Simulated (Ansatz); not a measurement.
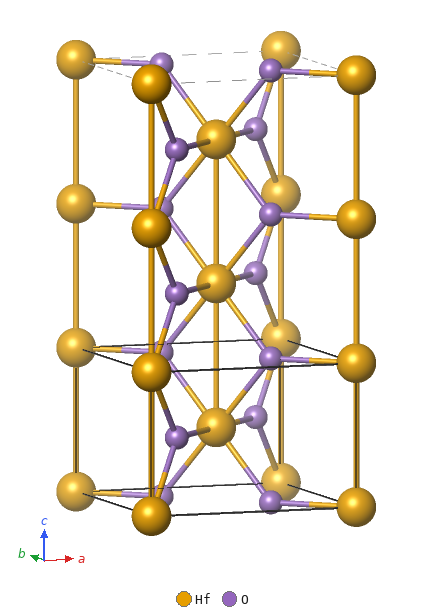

Ball-and-stick representation of a periodic structure, projected slightly off an axis. The structure is repeated 1×1×3 times; solid lines mark one conventional unit cell. Cell: a = 4.830 Å, b = 4.830 Å, c = 3.210 Å, α = 90.00°, β = 90.00°, γ = 90.00°.

- Its composition is HfO₂.
- Symmetry: P4_2/mnm (No. 136), primitive tetragonal lattice.
- Among the common structure types it is rutile.
- One cell contains 2 Hf, 4 O, 6 atoms in all.
- Coordination numbers (contacts within bonding distance): Hf 8 and O 3. Not all metal-metal contacts are counted.

Source of the structure: a structure listed in the Materials Project. Earlier steps of the study may have refined or changed the cell and positions. It went into a calculation with Ansatz.
